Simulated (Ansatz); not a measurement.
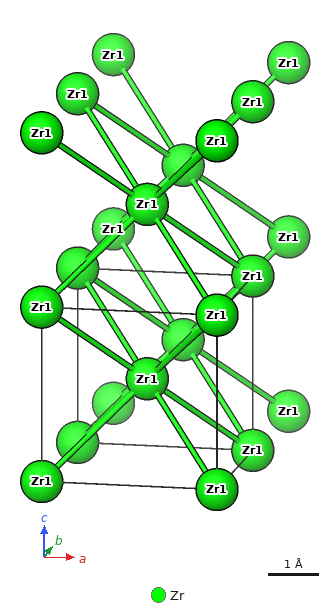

Reference structure: a symmetric starting cell of Zr. Style: ball-and-stick. Shown: the conventional cell (2 times the calculation's cell), repeated 1 × 2 × 2 with one cell outlined, slightly off an axis. Lengths and directions refer to the drawn axes.

Theory: DFT PBE, scalar-relativistic, plane waves, PAW in Ansatz 0.2.0. (plane-wave cutoff 420 eV; k-point mesh 16 × 16 × 16; occupations gaussian; smearing width 0.1 eV; no spin polarisation)

Change: All lengths are scaled by +1.4 % (volume +4.3 %), the atoms keeping their fractional coordinates. No relaxation follows. The starting cell wasn't computed here and needn't be at equilibrium, so pressure and forces aren't due to the change alone.

**What does the calculation give for the changed structure?**

The pressure is −6.2 GPa (not all of it need come from the change, since the unchanged cell can be under pressure at this level too). All forces vanish by symmetry. Some distances before and after: Zr–Zr 3.135 → 3.180 Å. The space group stays Im-3m (No. 229).

Drawn alike, the variant:

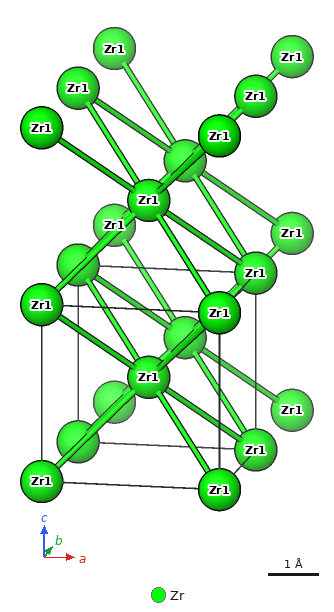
